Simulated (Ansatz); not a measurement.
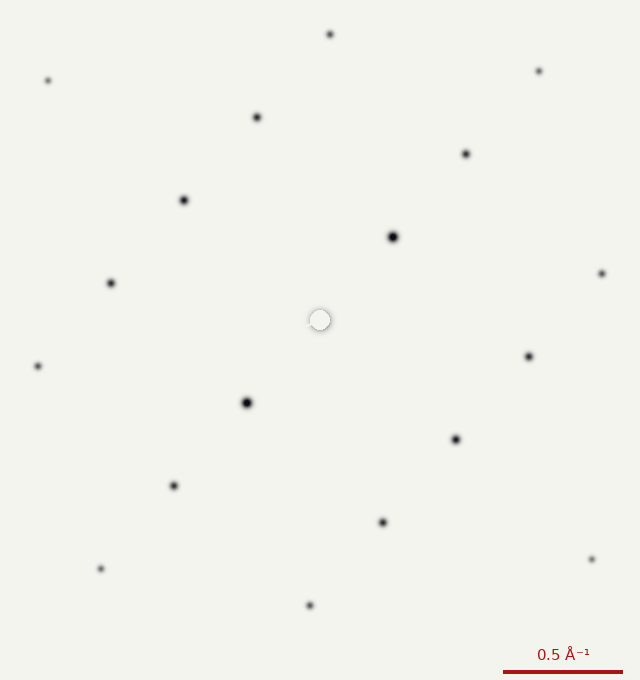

Kinematic zone-axis pattern, calculated for 120 keV electrons with B = 0.3 Å².

Phase: Cu, space group P6_3/mmc (No. 194), a = 2.62 Å, c = 4.29 Å (hexagonal axes). Structure: the geometry relaxed with Ansatz, DFT, BLYP, plane waves (420 eV) with PAW, scalar-relativistic; the starting structure was generated, so it need not be a known form of this composition.

> Determine the zone axis from the geometry of the pattern.

The spots form a rectangular net whose two shortest vectors correspond to d = 2.15 Å and 1.31 Å, 90.0° apart. They index as 0 0 2 and 1 -2 0, so the zone axis is [210] (or an equivalent direction of <210>).

> Which reflections of this zone are missing, and why?

A glide plane extinguishes reflections such as 1 -2 -1, 1 -2 1, 1 -2 -3; a screw axis and a glide plane both extinguish reflections such as 0 0 1, 0 0 3, 0 0 5.

> List the strongest reflections.

Strongest reflections with d > 0.80 Å, one of each family (|F|² from tabulated Gaussian fits of the electron scattering factors, times a small damping for the curvature of the Ewald sphere):

```csv
hkl,d (Å),I (strongest = 100)
0 0 2,2.145,100
1 -2 0,1.309,41
1 -2 2,1.117,29
0 0 4,1.073,26
1 -2 4,0.830,12
```
